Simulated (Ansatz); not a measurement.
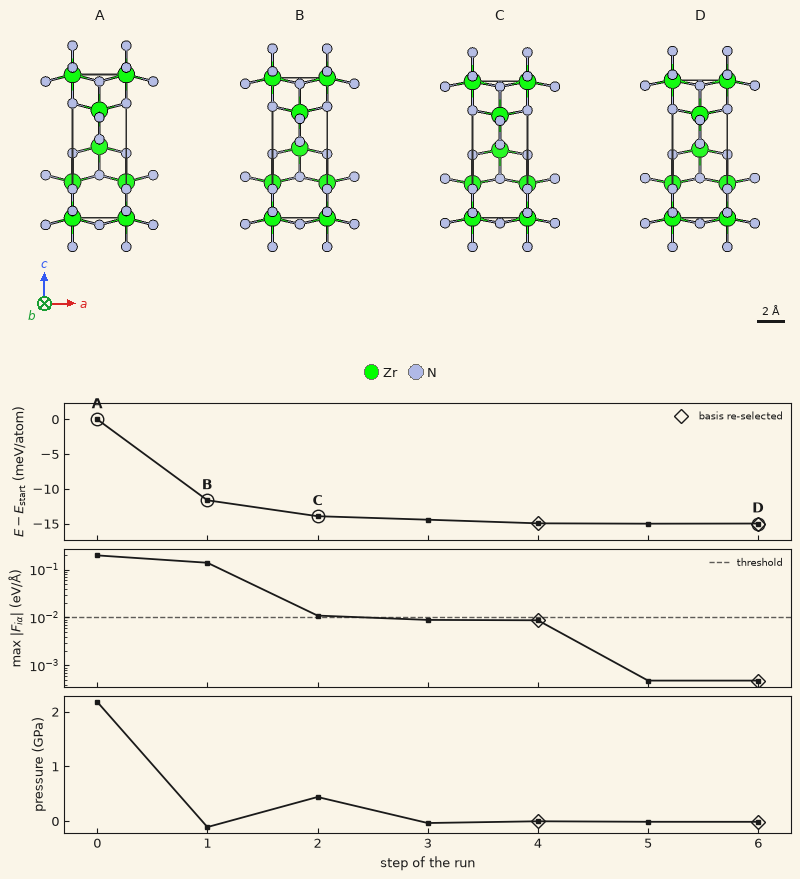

Frames of a relaxation of a crystal of ZrN2 (a generated structure, set up in I4_1/amd), marked on the history of the run. The picture is a ball-and-stick view of the conventional cell (2 times the calculation's cell), seen along the b axis. Lengths and directions refer to the drawn axes.

Case: O → N on all its sites, cell and atoms relaxed.

These are results of Ansatz, DFT PBE, scalar-relativistic, plane waves, PAW, not measurements. Set-up: plane-wave cutoff 420 eV; k-point mesh 12 × 12 × 12; occupations gaussian; smearing width 0.1 eV; no spin polarisation; cell and atoms relaxed; force threshold 0.01 eV/Å; at most 60 steps.

### Describe the path.

The largest moves relative to the cell, 0.098 Å, are those of N atoms. Zr stays in place. The volume changes by +0.1 %, with a = b 4.115 → 4.200 Å (+2.1 %), c 10.985 → 10.555 Å (−3.9 %). Near-neighbour distances that change, for instance: Zr–Zr 3.432 → 3.373 Å, N–Zr 2.126 → 2.141 Å, N–Zr 2.210 → 2.222 Å. Bond angles that change, for instance: N–Zr–N 150.8° → 157.5°, Zr–N–Zr 150.8° → 157.5°, N–Zr–N 104.6° → 101.2°. The space group stays I4_1/amd (No. 141). The energy falls by 15.0 meV per atom in 4 accepted moves (6 points after the start). Largest force component: 0.2 eV/Å at the start, 0.00048 eV/Å at the end. The pressure goes from 2.18 to −0.01 GPa. At 2 points the geometry stayed and the basis and grid were re-selected for the new cell (energy shift of 0.5 meV per atom at most each time). From step 0 to 1: N atoms move most (0.05 Å), volume +0.9 %, energy −11.6 meV per atom. From step 1 to 2: N atoms move most (0.06 Å), volume −1.3 %, energy −2.3 meV per atom. From step 2 to 6: N atoms move most (0.02 Å), volume +0.6 %, energy −1.1 meV per atom.

```json
{"step": "0", "E − E(0), meV/atom": "0.00", "largest force component, eV/Å": "0.1974", "pressure, GPa": "2.18", "volume, Å³/atom": "15.504", "note": ""}
{"step": "1", "E − E(0), meV/atom": "-11.62", "largest force component, eV/Å": "0.1386", "pressure, GPa": "-0.11", "volume, Å³/atom": "15.636", "note": ""}
{"step": "2", "E − E(0), meV/atom": "-13.90", "largest force component, eV/Å": "0.0110", "pressure, GPa": "0.44", "volume, Å³/atom": "15.427", "note": ""}
{"step": "3", "E − E(0), meV/atom": "-14.40", "largest force component, eV/Å": "0.0089", "pressure, GPa": "-0.03", "volume, Å³/atom": "15.529", "note": ""}
{"step": "4", "E − E(0), meV/atom": "-14.93", "largest force component, eV/Å": "0.0088", "pressure, GPa": "0.00", "volume, Å³/atom": "15.529", "note": "same geometry, new basis"}
{"step": "5", "E − E(0), meV/atom": "-14.98", "largest force component, eV/Å": "0.0005", "pressure, GPa": "-0.01", "volume, Å³/atom": "15.520", "note": ""}
{"step": "6", "E − E(0), meV/atom": "-14.95", "largest force component, eV/Å": "0.0005", "pressure, GPa": "-0.01", "volume, Å³/atom": "15.520", "note": "same geometry, new basis"}
```
